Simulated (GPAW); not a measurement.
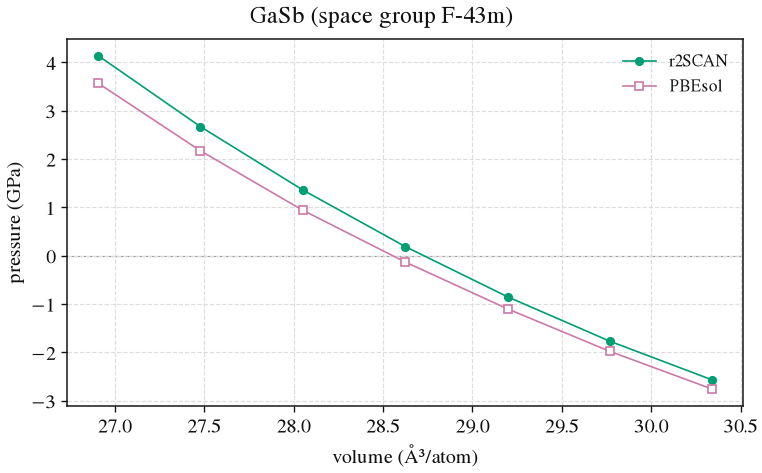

Pressure against volume, with one curve for each functional, for GaSb (space group F-43m).

Settings that differ: r2SCAN: potentials GPAW-PAW-data-sets-(gpaw-data-1.2.1); PBEsol: potentials PAW-data-sets-made-by gpaw-setup-for-the-functional.

The fitted equilibrium volumes, smallest first, are PBEsol 28.559, r2SCAN 28.738 Å³/atom. The fitted bulk moduli, smallest first, are PBEsol 52, r2SCAN 54 GPa. For r2SCAN, the pressure falls from 4.14 GPa at volume 26.91 Å³/atom to −2.57 GPa at 30.34 Å³/atom, and changes sign near 28.73 Å³/atom. For PBEsol, the pressure falls from 3.57 GPa at volume 26.91 Å³/atom to −2.76 GPa at 30.34 Å³/atom, and changes sign near 28.55 Å³/atom.

Calculation (GPAW 26.7.0): PAW DFT in plane waves, on a grid or in atomic orbitals, no spin polarisation; energies at scaled volumes of the given cell, shape and fractions fixed, counted from the fit's minimum, third-order Birch-Murnaghan fit. All runs: no spin polarisation.

k mesh 8×8×8; occupations Fermi–Dirac; smearing width 0.05 eV; wave cutoff 600 eV.
